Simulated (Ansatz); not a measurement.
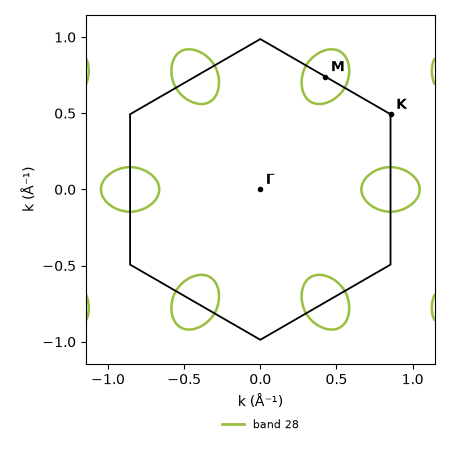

Constant-energy contours of a single layer of CdI$_{2}$ (space group of the slab cell P-3m1), 0.20 eV above the conduction-band minimum (one colour a band).

Method: DFT PBE, scalar-relativistic, plane waves, PAW; levels and slopes on a dense k mesh at the converged density in Ansatz 0.2.0. No spin polarisation. The levels come from a k mesh of 54×54×1 points. The geometry was not relaxed.

Masses come from a second pass at points close to the extrema; at the energies drawn a band may no longer be parabolic.

> Describe the band extrema that these surfaces surround.

Band 28 forms the conduction edge. Within this energy: three equivalent minima at M, principal masses 0.35 and 0.67 mₑ. Further from the edge, not drawn: one minimum at Γ, 0.43 eV above the edge, mass 0.31 mₑ in all directions.

> And the gap?

The gap is indirect, 2.51 eV at this level of theory, which underestimates gaps and can reorder valleys that lie close.

Spin-orbit coupling, left out here, can change the gap, its kind, the place of the band edges and the masses, since the compound holds Cd and I.

The run (self-consistency and the dense mesh) took 110 s on 1 thread of Arm Neoverse V1, with other jobs on the host, peak memory 1.2 GiB.
